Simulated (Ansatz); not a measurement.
# Calculations on Ag

### Vibrations

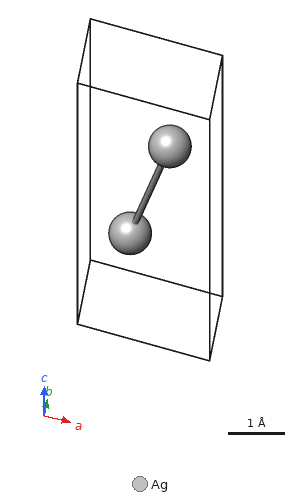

Lattice vibrations of a crystal of Ag relaxed at 7 GPa, space group P6₃/mmc (No. 194), at the zone centre. A ball-and-stick model of the cell of the calculation, seen from a free direction.

All numbers below come from DFT PBE, scalar-relativistic, plane waves, PAW in Ansatz. (plane-wave cutoff 420 eV; k-point mesh 18 × 18 × 10; occupations fermi dirac; smearing width 0.15 eV; target pressure 7 GPa; no spin polarisation)

The frequencies depend somewhat on the k-mesh and the smearing.

**List the optical modes.**

The calculation's cell holds 2 atoms, so there are 3 optical modes, in 2 levels. The optical modes span E₂g + B₁g. No level is unstable.

| level | symmetry | frequency (cm⁻¹) | activity |
| --- | --- | --- | --- |
| 1 | E₂g | 74 | Raman-active |
| 2 | B₁g | 185 | silent |

The displacement patterns (one member of each degenerate set):

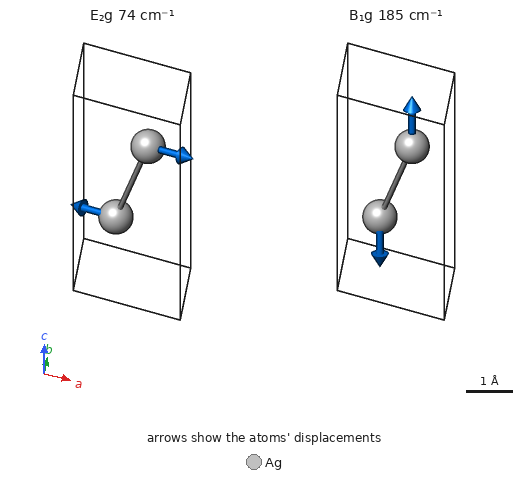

### One mode

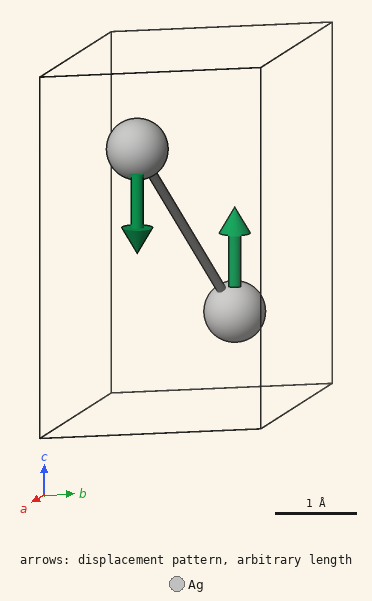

One vibrational mode of solid Ag relaxed at 18 GPa at the zone centre. Displacements are drawn as green arrows; their common scale and sign are arbitrary. Style: ball-and-stick. Shown: the cell of the calculation, slightly off an axis.

Computed with DFT PBE, scalar-relativistic, plane waves, PAW (Ansatz). (plane-wave cutoff 420 eV; k-point mesh 18 × 18 × 10; occupations fermi dirac; smearing width 0.15 eV; target pressure 18 GPa; no spin polarisation)

The frequencies depend somewhat on the k-mesh and the smearing.

**What mode is this, and where does it lie in the spectrum?**

This is the B₁g mode at 219 cm⁻¹, the highest optical level, silent by symmetry (neither infrared- nor Raman-active). All motion is along c; atoms of one kind move against one another, with no net shift of their sublattice.

### Softest mode

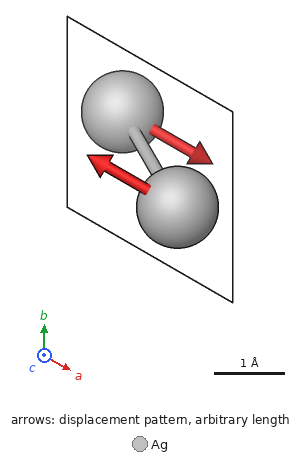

The lowest optical mode of solid Ag relaxed at 35 GPa, space group P6₃/mmc (No. 194), at the zone centre. The red arrows are the displacements of the atoms (eigenvector over the root of the mass), of arbitrary overall length and sign. A ball-and-stick model of the cell of the calculation, seen along the c axis.

The calculation used Ansatz, DFT PBE, scalar-relativistic, plane waves, PAW. Settings: plane-wave cutoff 420 eV; k-point mesh 18 × 18 × 10; occupations fermi dirac; smearing width 0.15 eV; target pressure 35 GPa; no spin polarisation.

The frequencies depend somewhat on the k-mesh and the smearing.

> Is the structure stable against all modes at this point?

Yes: this softest mode has a real frequency, and so have all others here. That speaks for this wave vector alone: the rest of the zone wasn't checked in this run. This is the E₂g mode (doubly degenerate; one member of the set is drawn) at 97 cm⁻¹, the lowest optical level, Raman-active by symmetry. All motion is along a; atoms of one kind move against one another, with no net shift of their sublattice.
